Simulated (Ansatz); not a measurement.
**HfO2: geometry relaxation (part 2 of 3)**

HfO2 (disordered cell, 18 atoms in the cell); DFT PBE, scalar-relativistic, plane waves, PAW, no spin polarisation (Ansatz 0.2.0); cutoff 420 eV, 2×1×2 k-mesh, Gaussian smearing of 0.1 eV. It belongs to a series of runs on one base structure; here: the last frame of the dynamics.

Geometry of the input (Å; fractional positions):
```
5.9134  0.0937  -0.0263
0.0937  6.1692  -0.0294
-0.0263  -0.0294  5.6661
Hf 0.2734  0.2386  0.8791
Hf 0.7806  0.0311  0.8271
Hf 0.6538  0.6049  0.0804
Hf 0.4380  0.0390  0.3803
Hf 0.9215  0.2135  0.3130
Hf 0.1453  0.6606  0.5802
O  0.1749  0.0326  0.1292
O  0.0365  0.9856  0.5798
O  0.6887  0.2297  0.5617
O  0.8208  0.6941  0.8092
O  0.4465  0.9734  0.7537
O  0.2204  0.3266  0.4988
O  0.8901  0.5432  0.3300
O  0.7300  0.9468  0.1859
O  0.9308  0.3113  0.9549
O  0.3904  0.7200  0.3397
O  0.3400  0.5674  0.8734
O  0.5235  0.2891  0.1171
```

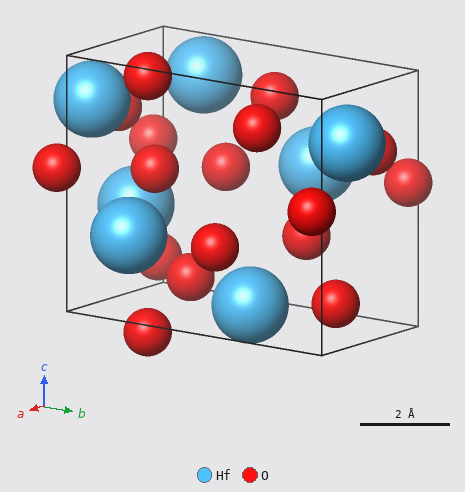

*The geometry at step 7 of the log (spheres-only view of the cell of the calculation, seen slightly off an axis).*

### The program's output, continued
```
SCF iter   1: F=—  HF=-101167.223435 eV  |F-HF|=—  |Δ(HF+E_count)|=         —  Δρ=1.03e-2  dr2=1.14e-1  ethr=4.89e-5  ⟨swp⟩=2.5  Hψ=1522  notcnv=0
preconditioner: auto → Resta (q_TF=auto, 2.751 Å⁻¹)  ε∞=5.3  [insulator: Δε(μ)=4.514 eV  Ē_g=17.927 eV  σ=0.100 eV  W_gap=1.00  n_scr=80 (ndim 8)  ℏωp=37.1 eV  f_vac=0.103  D(μ)=0.00/eV (n_scr^D=0)  ε∞_Penn≈5.3]
SCF iter   2: F=—  HF=-101167.198712 eV  |F-HF|=—  |Δ(HF+E_count)|=   2.47e-2  Δρ=5.22e-3  dr2=2.57e-2  ethr=4.89e-5  ⟨swp⟩=3.0  Hψ=536  notcnv=0
SCF iter   3: F=—  HF=-101167.193678 eV  |F-HF|=—  |Δ(HF+E_count)|=   5.03e-3  Δρ=1.61e-3  dr2=3.91e-3  ethr=1.13e-5  ⟨swp⟩=3.0  Hψ=538  notcnv=0
SCF iter   4: F=—  HF=-101167.193055 eV  |F-HF|=—  |Δ(HF+E_count)|=   6.23e-4  Δρ=4.06e-4  dr2=2.70e-4  ethr=1.72e-6  ⟨swp⟩=2.0  Hψ=444  notcnv=0
SCF iter   5: F=—  HF=-101167.192827 eV  |F-HF|=—  |Δ(HF+E_count)|=   2.28e-4  Δρ=1.07e-4  dr2=2.61e-5  ethr=1.18e-7  ⟨swp⟩=2.0  Hψ=502  notcnv=0
SCF iter   6: F=—  HF=-101167.192838 eV  |F-HF|=—  |Δ(HF+E_count)|=   1.04e-5  Δρ=7.78e-5  dr2=1.20e-5  ethr=1.14e-8  ⟨swp⟩=2.0  Hψ=454  notcnv=0
SCF iter   7: F=-101167.192837 eV  HF=-101167.192836 eV  |F-HF|=3.27e-7  |Δ(HF+E_count)|=   1.38e-6  Δρ=1.49e-5  dr2=7.83e-7  ethr=7.89e-10  ⟨swp⟩=6.0  Hψ=1500  notcnv=0
SCF 4 converged in 7 iterations: F = -101167.192837 eV  dr2 = 7.83e-7
  greatest PAW one-centre occupation: 0.999 electrons in one spin orbital (limit 2), on the Hf atom at site 2 (counted from 0), in its partial waves of l = 0
relax step   4: F+E_penalty+E_count = -101167.19283676 eV  Δ(F+E_penalty+E_count) = -6.742e-2 eV  max|allowed force component| = 1.356e-1 eV/Å  Δτ_max = 0.0623 Å  P = -0.088 GPa  Ω = 216.795 Å³  energy of the carried Pulay correction = -4.825e-2 eV  (7 SCF iters, dr2 threshold 1.80e-6 eV, accepted)
Crystal: 18 atoms, lattice volume = 216.939 Å³
Basis set: ecut = 420 eV, 4227 PW (Γ), exchange–correlation on 80×90×80 points (8 copies of the dense FFT grid, shifted against one another)
iter 1 solved again at ethr=1.65e-5 eV; its pass at ethr=3.10e-3 eV (dr2=3.75e-2 eV) is discarded
SCF iter   1: F=—  HF=-101167.208595 eV  |F-HF|=—  |Δ(HF+E_count)|=         —  Δρ=6.12e-3  dr2=3.50e-2  ethr=1.65e-5  ⟨swp⟩=2.5  Hψ=1238  notcnv=0
preconditioner: auto → Resta (q_TF=auto, 2.751 Å⁻¹)  ε∞=5.3  [insulator: Δε(μ)=4.547 eV  Ē_g=17.921 eV  σ=0.100 eV  W_gap=1.00  n_scr=80 (ndim 8)  ℏωp=37.1 eV  f_vac=0.104  D(μ)=0.00/eV (n_scr^D=0)  ε∞_Penn≈5.3]
SCF iter   2: F=—  HF=-101167.201176 eV  |F-HF|=—  |Δ(HF+E_count)|=   7.42e-3  Δρ=3.23e-3  dr2=9.78e-3  ethr=1.54e-5  ⟨swp⟩=1.0  Hψ=274  notcnv=0
SCF iter   3: F=—  HF=-101167.199987 eV  |F-HF|=—  |Δ(HF+E_count)|=   1.19e-3  Δρ=5.01e-4  dr2=4.12e-4  ethr=4.29e-6  ⟨swp⟩=2.0  Hψ=490  notcnv=0
SCF iter   4: F=—  HF=-101167.199744 eV  |F-HF|=—  |Δ(HF+E_count)|=   2.44e-4  Δρ=2.67e-4  dr2=1.34e-4  ethr=1.81e-7  ⟨swp⟩=2.0  Hψ=500  notcnv=0
SCF iter   5: F=—  HF=-101167.199713 eV  |F-HF|=—  |Δ(HF+E_count)|=   3.10e-5  Δρ=1.11e-4  dr2=2.09e-5  ethr=5.86e-8  ⟨swp⟩=2.0  Hψ=502  notcnv=0
SCF iter   6: F=—  HF=-101167.199709 eV  |F-HF|=—  |Δ(HF+E_count)|=   3.98e-6  Δρ=3.42e-5  dr2=2.53e-6  ethr=9.19e-9  ⟨swp⟩=2.0  Hψ=500  notcnv=0
SCF iter   7: F=-101167.199708 eV  HF=-101167.199709 eV  |F-HF|=6.81e-7  |Δ(HF+E_count)|=   5.43e-7  Δρ=2.23e-5  dr2=1.06e-6  ethr=5.04e-10  ⟨swp⟩=7.0  Hψ=1456  notcnv=0
SCF 5 converged in 7 iterations: F = -101167.199708 eV  dr2 = 1.06e-6
relax step   5: F+E_penalty+E_count = -101167.19970843 eV  Δ(F+E_penalty+E_count) = -6.872e-3 eV  max|allowed force component| = 5.888e-2 eV/Å  Δτ_max = 0.0519 Å  P = -0.013 GPa  Ω = 216.939 Å³  energy of the carried Pulay correction = -4.892e-2 eV  (7 SCF iters, dr2 threshold 1.15e-6 eV, accepted)
Crystal: 18 atoms, lattice volume = 216.813 Å³
Basis set: ecut = 420 eV, 4225 PW (Γ), exchange–correlation on 80×90×80 points (8 copies of the dense FFT grid, shifted against one another)
iter 1 solved again at ethr=8.11e-7 eV; its pass at ethr=3.10e-3 eV (dr2=1.85e-3 eV) is discarded
SCF iter   1: F=—  HF=-101167.202145 eV  |F-HF|=—  |Δ(HF+E_count)|=         —  Δρ=1.35e-3  dr2=1.73e-3  ethr=8.11e-7  ⟨swp⟩=2.0  Hψ=1156  notcnv=0
preconditioner: auto → Resta (q_TF=auto, 2.751 Å⁻¹)  ε∞=5.3  [insulator: Δε(μ)=4.546 eV  Ē_g=17.922 eV  σ=0.100 eV  W_gap=1.00  n_scr=80 (ndim 8)  ℏωp=37.1 eV  f_vac=0.103  D(μ)=0.00/eV (n_scr^D=0)  ε∞_Penn≈5.3]
SCF iter   2: F=—  HF=-101167.201783 eV  |F-HF|=—  |Δ(HF+E_count)|=   3.62e-4  Δρ=6.86e-4  dr2=3.97e-4  ethr=7.59e-7  ⟨swp⟩=2.0  Hψ=490  notcnv=0
SCF iter   3: F=—  HF=-101167.201708 eV  |F-HF|=—  |Δ(HF+E_count)|=   7.51e-5  Δρ=1.79e-4  dr2=4.61e-5  ethr=1.74e-7  ⟨swp⟩=2.0  Hψ=490  notcnv=0
SCF iter   4: F=—  HF=-101167.201507 eV  |F-HF|=—  |Δ(HF+E_count)|=   2.00e-4  Δρ=5.35e-5  dr2=5.14e-6  ethr=2.02e-8  ⟨swp⟩=2.0  Hψ=498  notcnv=0
SCF iter   5: F=—  HF=-101167.201508 eV  |F-HF|=—  |Δ(HF+E_count)|=   5.78e-7  Δρ=1.48e-5  dr2=5.56e-7  ethr=2.25e-9  ⟨swp⟩=2.0  Hψ=502  notcnv=0
SCF iter   6: F=-101167.201508 eV  HF=-101167.201508 eV  |F-HF|=2.08e-7  |Δ(HF+E_count)|=   2.24e-7  Δρ=9.01e-6  dr2=1.67e-7  ethr=9.50e-11  ⟨swp⟩=7.0  Hψ=1391  notcnv=0
SCF 6 converged in 6 iterations: F = -101167.201508 eV  dr2 = 1.67e-7
relax step   6: F+E_penalty+E_count = -101167.20150785 eV  Δ(F+E_penalty+E_count) = -1.799e-3 eV  max|allowed force component| = 1.215e-2 eV/Å  Δτ_max = 0.0083 Å  P = +0.002 GPa  Ω = 216.813 Å³  energy of the carried Pulay correction = -4.833e-2 eV  (6 SCF iters, dr2 threshold 2.17e-7 eV, accepted)
Basis set: ecut = 420 eV, 4225 PW (Γ), exchange–correlation on 90×90×80 points (8 copies of the dense FFT grid, shifted against one another)
Initial wavefunctions: pseudopotential atomic-orbital guess (no wavefunctions were taken with the density)
iter 1 solved again at ethr=3.24e-7 eV; its pass at ethr=3.10e-3 eV (dr2=7.40e-4 eV) is discarded
SCF iter   1: F=—  HF=-101167.335850 eV  |F-HF|=—  |Δ(HF+E_count)|=         —  Δρ=1.21e-3  dr2=4.70e-4  ethr=3.24e-7  ⟨swp⟩=4.0  Hψ=1620  notcnv=0
preconditioner: auto → Resta (q_TF=auto, 2.751 Å⁻¹)  ε∞=5.3  [insulator: Δε(μ)=4.548 eV  Ē_g=17.923 eV  σ=0.100 eV  W_gap=1.00  n_scr=80 (ndim 8)  ℏωp=37.1 eV  f_vac=0.103  D(μ)=0.00/eV (n_scr^D=0)  ε∞_Penn≈5.3]
SCF iter   2: F=—  HF=-101167.336985 eV  |F-HF|=—  |Δ(HF+E_count)|=   1.14e-3  Δρ=5.99e-4  dr2=1.28e-4  ethr=2.06e-7  ⟨swp⟩=2.0  Hψ=454  notcnv=0
SCF iter   3: F=—  HF=-101167.337398 eV  |F-HF|=—  |Δ(HF+E_count)|=   4.12e-4  Δρ=2.26e-4  dr2=1.48e-5  ethr=5.60e-8  ⟨swp⟩=3.0  Hψ=454  notcnv=0
SCF iter   4: F=—  HF=-101167.337298 eV  |F-HF|=—  |Δ(HF+E_count)|=   9.91e-5  Δρ=1.85e-5  dr2=2.78e-7  ethr=6.50e-9  ⟨swp⟩=2.0  Hψ=490  notcnv=0
SCF iter   5: F=—  HF=-101167.337298 eV  |F-HF|=—  |Δ(HF+E_count)|=   4.23e-7  Δρ=9.31e-6  dr2=9.26e-8  ethr=1.22e-10  ⟨swp⟩=3.0  Hψ=586  notcnv=0
SCF iter   6: F=-101167.337298 eV  HF=-101167.337298 eV  |F-HF|=1.94e-9  |Δ(HF+E_count)|=   1.35e-7  Δρ=1.77e-6  dr2=5.62e-9  ethr=2.84e-12  ⟨swp⟩=4.0  Hψ=1240  notcnv=0
SCF 7 converged in 6 iterations: F = -101167.337298 eV  dr2 = 5.62e-9
relax step   7: F+E_penalty+E_count = -101167.33729818 eV  Δ(F+E_penalty+E_count) = -1.358e-1 eV  max|allowed force component| = 1.439e-2 eV/Å  Δτ_max = 0.0000 Å  P = +0.864 GPa  Ω = 216.813 Å³  stress off target by 1.99e0 GPa  SCF on the basis re-selected at this cell (its energy is not comparable with the rows above)  (6 SCF iters)
basis re-selected at this cell: Δ(F+E_penalty+E_count) = -1.358e-1 eV, ΔP = +0.862 GPa vs the last step (what re-selecting the basis moved, of the pressure what is left beyond the Pulay correction that the steps carried, after the strain that the cell walked since its last selection, with what the two solves' SCF thresholds leave and, on support functions, any second-order correction that the steps lacked; it is no measure of the basis error at this ecutwfc). The dense FFT grid was sized anew with the basis: this SCF ran on 45×45×40 points, the steps before it on 40×45×40, so part of this shift can come from that change (see relax.cell in the input reference). This SCF's stress stands 1.99e0 GPa from its target on what of the cell is left free (relax.cell.stress_tol is 3.00e-1 GPa) and its largest allowed force component is 1.44e-2 eV/Å (relax.f_tol is 4.00e-2 eV/Å): not within both, so this SCF does not close the relaxation
Crystal: 18 atoms, lattice volume = 217.586 Å³
Basis set: ecut = 420 eV, 4229 PW (Γ), exchange–correlation on 90×90×80 points (8 copies of the dense FFT grid, shifted against one another)
iter 1 solved again at ethr=5.40e-6 eV; its pass at ethr=3.10e-3 eV (dr2=1.23e-2 eV) is discarded
SCF iter   1: F=—  HF=-101167.346191 eV  |F-HF|=—  |Δ(HF+E_count)|=         —  Δρ=3.52e-3  dr2=1.23e-2  ethr=5.40e-6  ⟨swp⟩=2.0  Hψ=1195  notcnv=0
preconditioner: auto → Resta (q_TF=auto, 2.750 Å⁻¹)  ε∞=5.3  [insulator: Δε(μ)=4.563 eV  Ē_g=17.902 eV  σ=0.100 eV  W_gap=1.00  n_scr=80 (ndim 8)  ℏωp=37.0 eV  f_vac=0.104  D(μ)=0.00/eV (n_scr^D=0)  ε∞_Penn≈5.3]
SCF iter   2: F=—  HF=-101167.344014 eV  |F-HF|=—  |Δ(HF+E_count)|=   2.18e-3  Δρ=1.83e-3  dr2=3.08e-3  ethr=5.40e-6  ⟨swp⟩=2.0  Hψ=490  notcnv=0
SCF iter   3: F=—  HF=-101167.343734 eV  |F-HF|=—  |Δ(HF+E_count)|=   2.80e-4  Δρ=4.66e-4  dr2=3.66e-4  ethr=1.35e-6  ⟨swp⟩=2.0  Hψ=475  notcnv=0
SCF iter   4: F=—  HF=-101167.343525 eV  |F-HF|=—  |Δ(HF+E_count)|=   2.10e-4  Δρ=1.56e-4  dr2=4.74e-5  ethr=1.60e-7  ⟨swp⟩=2.0  Hψ=452  notcnv=0
SCF iter   5: F=—  HF=-101167.343532 eV  |F-HF|=—  |Δ(HF+E_count)|=   7.16e-6  Δρ=4.89e-5  dr2=5.07e-6  ethr=2.08e-8  ⟨swp⟩=2.0  Hψ=434  notcnv=0
SCF iter   6: F=-101167.343533 eV  HF=-101167.343535 eV  |F-HF|=1.59e-6  |Δ(HF+E_count)|=   2.77e-6  Δρ=2.96e-5  dr2=1.71e-6  ethr=7.89e-10  ⟨swp⟩=8.0  Hψ=1251  notcnv=0
SCF 8 converged in 6 iterations: F = -101167.343533 eV  dr2 = 1.71e-6
relax step   8: F+E_penalty+E_count = -101167.34353304 eV  Δ(F+E_penalty+E_count) = -6.235e-3 eV  max|allowed force component| = 2.511e-2 eV/Å  Δτ_max = 0.0205 Å  P = -0.046 GPa  Ω = 217.586 Å³  energy of the carried Pulay correction = -3.886e-3 eV  (6 SCF iters, dr2 threshold 1.80e-6 eV, accepted)
iter 1 solved again at ethr=4.59e-8 eV; its pass at ethr=3.10e-3 eV (dr2=1.05e-4 eV) is discarded
SCF iter   1: F=—  HF=-101167.346539 eV  |F-HF|=—  |Δ(HF+E_count)|=         —  Δρ=1.09e-4  dr2=3.30e-6  ethr=4.59e-8  ⟨swp⟩=4.0  Hψ=1682  notcnv=0
preconditioner: auto → Resta (q_TF=auto, 2.750 Å⁻¹)  ε∞=5.3  [insulator: Δε(μ)=4.561 eV  Ē_g=17.904 eV  σ=0.100 eV  W_gap=1.00  n_scr=80 (ndim 8)  ℏωp=37.0 eV  f_vac=0.103  D(μ)=0.00/eV (n_scr^D=0)  ε∞_Penn≈5.3]
SCF iter   2: F=—  HF=-101167.346489 eV  |F-HF|=—  |Δ(HF+E_count)|=   4.98e-5  Δρ=5.62e-5  dr2=8.26e-7  ethr=1.45e-9  ⟨swp⟩=2.0  Hψ=495  notcnv=0
SCF iter   3: F=—  HF=-101167.346521 eV  |F-HF|=—  |Δ(HF+E_count)|=   3.15e-5  Δρ=2.45e-5  dr2=2.30e-7  ethr=3.62e-10  ⟨swp⟩=2.0  Hψ=402  notcnv=0
SCF iter   4: F=—  HF=-101167.346527 eV  |F-HF|=—  |Δ(HF+E_count)|=   6.58e-6  Δρ=3.34e-6  dr2=2.65e-8  ethr=1.01e-10  ⟨swp⟩=2.0  Hψ=454  notcnv=0
SCF iter   5: F=—  HF=-101167.346527 eV  |F-HF|=—  |Δ(HF+E_count)|=   4.15e-8  Δρ=2.21e-6  dr2=9.86e-9  ethr=2.84e-12  ⟨swp⟩=6.0  Hψ=1216  notcnv=0
SCF iter   6: F=-101167.346527 eV  HF=-101167.346527 eV  |F-HF|=8.73e-11  |Δ(HF+E_count)|=   1.65e-8  Δρ=5.33e-7  dr2=4.31e-10  ethr=2.84e-12  ⟨swp⟩=5.0  Hψ=930  notcnv=0
SCF 9 converged in 6 iterations: F = -101167.346527 eV  dr2 = 4.31e-10
relax step   9: F+E_penalty+E_count = -101167.34652747 eV  Δ(F+E_penalty+E_count) = -2.994e-3 eV  max|allowed force component| = 2.476e-2 eV/Å  Δτ_max = 0.0000 Å  P = -0.037 GPa  Ω = 217.586 Å³  stress off target by 1.05e-1 GPa  SCF on the basis re-selected at this cell (its energy is not comparable with the rows above)  (6 SCF iters)
basis re-selected at this cell: Δ(F+E_penalty+E_count) = -2.994e-3 eV, ΔP = +0.009 GPa vs the last step (what re-selecting the basis moved, of the pressure what is left beyond the Pulay correction that the steps carried, after the strain that the cell walked since its last selection, with what the two solves' SCF thresholds leave and, on support functions, any second-order correction that the steps lacked; it is no measure of the basis error at this ecutwfc). This SCF's stress stands 1.05e-1 GPa from its target on what of the cell is left free (relax.cell.stress_tol is 3.00e-1 GPa) and its largest allowed force component is 2.48e-2 eV/Å (relax.f_tol is 4.00e-2 eV/Å): within both
SCF converged after 6 iterations
Free energy (F): -101167.346527 eV
Harris-Foulkes:  -101167.346527 eV  (|F-HF|=8.73e-11)
Internal energy: -101167.346527 eV  (E = F + TS)
E sigma→0 (E₀):  -101167.346527 eV
Fermi energy:    15.238290 eV
--- Per-component energies (eV) ---
  E_band       = -219.925281
  E_kinetic    = 4625.750527
  E_local      = -39233.416541  (includes V_loc(G=0)·N_el)
  E_nonlocal   = -6882.687624
  E_hartree    = 17936.558436
  E_xc         = -2684.545460
  E_vxc        = -2725.855113  (∫ρ·V_xc dr)
  E_paw        = -43458.940095  (= ΣΔE_a)
  E_vpaw       = 8123.136701  (= ΣTr[D̂ρ^β])
  E_aug_tail   = 0.029630  (compensation charges beyond the density's cutoff)
  E_ewald      = -31470.095402
  E_smearing   = -0.000000  (= −TS)
  E_closure    = 0.000000  (closes the sum)
  Σ components = -101167.346527   (vs F -101167.346527, Δ=0.00e0)
--- Forces (eV/Å), atoms counted from 1 ---
  atom   1  Hf    -0.01844147    -0.01020795    -0.00281295
  atom   2  Hf    -0.01581312     0.01332499     0.00011956
  atom   3  Hf    -0.01180685    -0.01715963     0.02246382
  atom   4  Hf     0.01228384     0.00072593     0.01096521
  atom   5  Hf     0.01141830    -0.00246368    -0.00933395
  atom   6  Hf    -0.00874778     0.01518298    -0.02115419
  atom   7  O     -0.01247963     0.00703253     0.00920184
  atom   8  O      0.00390210     0.00023659    -0.01337410
  atom   9  O     -0.01428205    -0.00467777    -0.00804817
  atom  10  O      0.01653211    -0.02050287    -0.00254960
  atom  11  O     -0.00441460    -0.00379605    -0.02425700
  atom  12  O      0.00990129    -0.01243931    -0.00025628
  atom  13  O      0.00254116     0.02476218    -0.00282552
  atom  14  O      0.01056717     0.01083794     0.00022955
  atom  15  O     -0.00405987    -0.00022209     0.02144344
  atom  16  O      0.00149131    -0.02202428     0.00500376
  atom  17  O      0.01530115     0.02128017     0.00107888
  atom  18  O      0.00611130     0.00010845     0.01410567
  max |Σ_I F_I| component: 4.36e-6 eV/Å
--- Stress (GPa, compression-positive) ---
       -0.091487      -0.036746       0.010984
       -0.036746       0.073801      -0.045225
        0.010984      -0.045225      -0.093048
  P = ⅓ Tr σ = -0.0369 GPa (-0.369 kbar)
--- Band table (eV) ---
  k-point 0: bands = ["-47.4834", "-47.4827", "-47.3244", "-47.3174", "-47.1597", "-47.1432", "-16.4347", "-16.4083", "-16.3674", "-16.3078", "-16.2785", "-16.2575", "-16.2112", "-16.1737", "-16.1450", "-16.1155", "-16.0354", "-16.0209", "-15.9788", "-15.9202", "-15.8802", "-15.8580", "-15.8176", "-15.7805", "-4.5879", "-3.9537", "-3.7281", "-3.6504", "-3.3633", "-3.2094", "-3.1091", "-2.9643", "-2.8971", "-2.8002", "-2.6200", "-2.5254", "2.5902", "2.5935", "2.5994", "2.6011", "2.6244", "2.6259", "2.6322", "2.6339", "2.6460", "2.6506", "2.6559", "2.6614", "2.6754", "2.6788", "2.7748", "2.7756", "2.7829", "2.7855", "2.8066", "2.8122", "2.8152", "2.8186", "2.8346", "2.8370", "2.8455", "2.8476", "2.8551", "2.8600", "2.9572", "2.9595", "2.9672", "2.9719", "2.9809", "2.9857", "2.9917", "2.9957", "3.0026", "3.0036", "3.0266", "3.0343", "3.0557", "3.0658", "8.0572", "8.1916", "8.5469", "8.6855", "8.7922", "9.0218", "9.1485", "9.2678", "9.3694", "9.5556", "9.7122", "9.8242", "10.0266", "10.1986", "10.2681", "10.3734", "10.6138", "10.7267", "10.7591", "11.0135", "11.0874", "11.2764", "11.3515", "11.4583", "11.6698", "11.7224", "11.8045", "12.0254", "12.1768", "12.2424", "12.4384", "12.4855", "12.6357", "12.7213", "12.8242", "12.9574", "17.5187", "17.6387", "17.8807", "18.0813", "18.3241", "18.4383", "18.8251", "18.9402", "19.1143", "19.2854", "19.4443", "19.5442", "19.6736", "19.9262", "20.0465", "20.1375", "20.3343", "20.5006", "20.6336", "20.8619", "20.9929", "21.2311", "21.4726"]
```
